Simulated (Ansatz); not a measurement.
Input

```
crystal:
  lattice:
    - [0.0, 2.2015871043, 2.2015871043]
    - [2.2015871043, 0.0, 2.2015871043]
    - [2.2015871043, 2.2015871043, 0.0]
  atoms:
    - { symbol: Al, position: [0.0029474915, -0.0029474915, -0.0029474915] }
    - { symbol: "N", position: [0.7443222778, 0.7556777222, 0.7556777222] }
basis:
  ecutwfc: 420
kpoints:
  mp_grid: { grid: [10, 10, 10] }
hamiltonian:
  xc: pbe
scf:
  occupations: { method: gaussian, width: 0.05 }
output:
  forces: true
  stress: true
  eigenvalues: true
  write_density: true
  write_potential: true
  elf: true
  volumetric_format: npy
```

Launched as:

```sh
ansatz run input.yaml --threads 2 --pin off --max-ram 5120MiB --backend cpu --events-out ev --progress --plain --runs-dir out
```

Below, planes, directions and counts refer to the conventional cell (a = 3.11 Å, b = 3.11 Å, c = 4.40 Å, α = 90.00°, β = 90.00°, γ = 90.00°).

Space group Imm2; a structure from a database of computed crystals, not necessarily the ambient phase; not relaxed (largest force 0.5 eV/Å).

Method: DFT PBE, scalar-relativistic, plane waves, PAW in Ansatz 0.2.0.

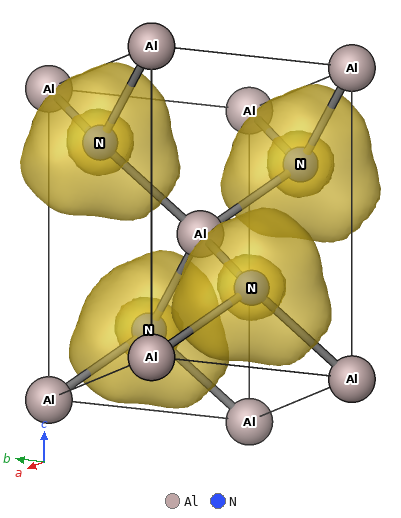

AlN. Isosurface of the electron localisation function at 0.7 (yellow), seen at an oblique angle. Only the valence region is drawn (cores and ρ < 0.01 e/Å³ removed). Sticks mark near contacts.

**What do the ELF domains correspond to?**

At this value the surface marks out two regions on N in which the atom's valence shell and bonds are merged, counted in one cell of 4 atoms. Any copies at cell faces, edges or corners count once. Along the contacts the grid gives the following. Al–N (1.88 Å): the ELF peaks at about 0.90 in the valence shell of N, 0.8 Å from its nucleus, and is about 0.85 at the midpoint. Al–N (1.93 Å): the ELF peaks at about 0.90 in the valence shell of N, 0.8 Å from its nucleus, and is about 0.85 at the midpoint.

**Does the calculation make it a metal, or give it a gap?**

It is gapped, with a Kohn–Sham gap of 3.2 eV on the k-point mesh (the band edges may lie off the mesh, which would make the gap smaller).
